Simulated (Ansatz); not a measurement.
SiC2

```
Si C
1.0
     2.92383    0.00000    0.00000
    -1.46191    2.53211    0.00000
     0.00000    0.00000   10.87717
Si C
3 6
Direct
  0.00000 0.00000 0.00000
  0.66667 0.33333 0.33333
  0.33333 0.66667 0.66667
  0.33333 0.66667 0.10466
  0.00000 0.00000 0.43799
  0.66667 0.33333 0.77132
  0.33333 0.66667 0.22868
  0.00000 0.00000 0.56201
  0.66667 0.33333 0.89534
```

Space group R-3m; a structure generated by program, which may or may not match a known phase.

Theory: DFT PBE, scalar-relativistic, plane waves, PAW in Ansatz 0.2.0.

Core electrons are frozen (PAW), and the valence fields are smoothed inside the atomic spheres.

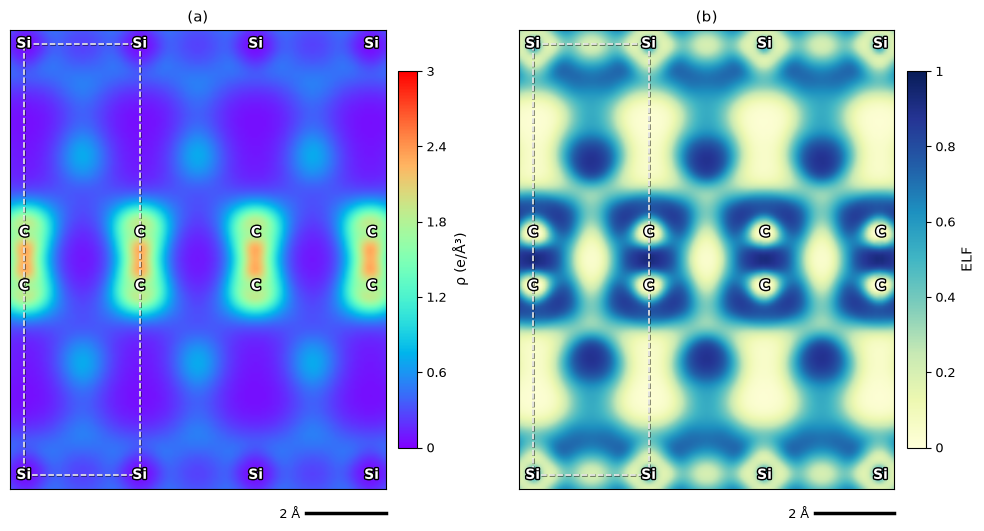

Figure 1. (a) valence electron density; (b) ELF on the (100) plane of the conventional cell.

> Describe what can be read from this map.

The section cuts through Si and C sites. Atoms just off the plane (Si, 0.8 Å away and C, 0.8 Å away) can leave unmarked features too. C–C (1.35 Å): the density is about 2.3 e/Å³ at the midpoint; the ELF peaks at about 0.90 between the atoms. Between the atoms the lowest density in this plane is 0.06 e/Å³.

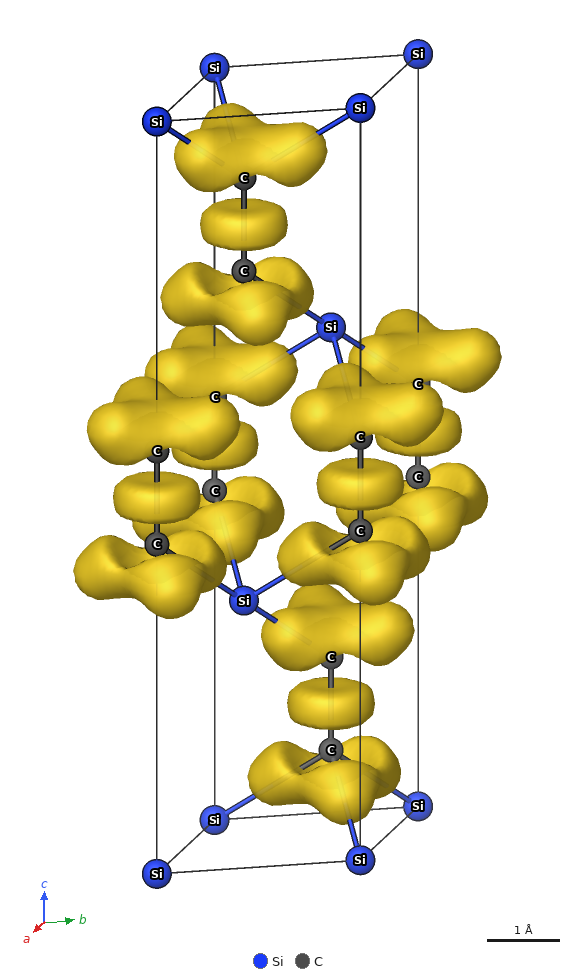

Figure 2. Isosurface of the electron localisation function at 0.75 (yellow), seen slightly off an axis. Core shells and regions of very low density are left out. Sticks mark near contacts.

> Where are the electrons localised?

The ELF exceeds this value in three regions between bonded C–C atoms and six regions on C in which the atom's valence shell and bonds are merged, counted in one cell of 9 atoms. Regions shared between cells count once.


 Si–C (2.04 Å): the ELF peaks at about 0.90 between the atoms.

> Does the calculation make it a metal, or give it a gap?

It is gapless in this calculation (a metal or semimetal).
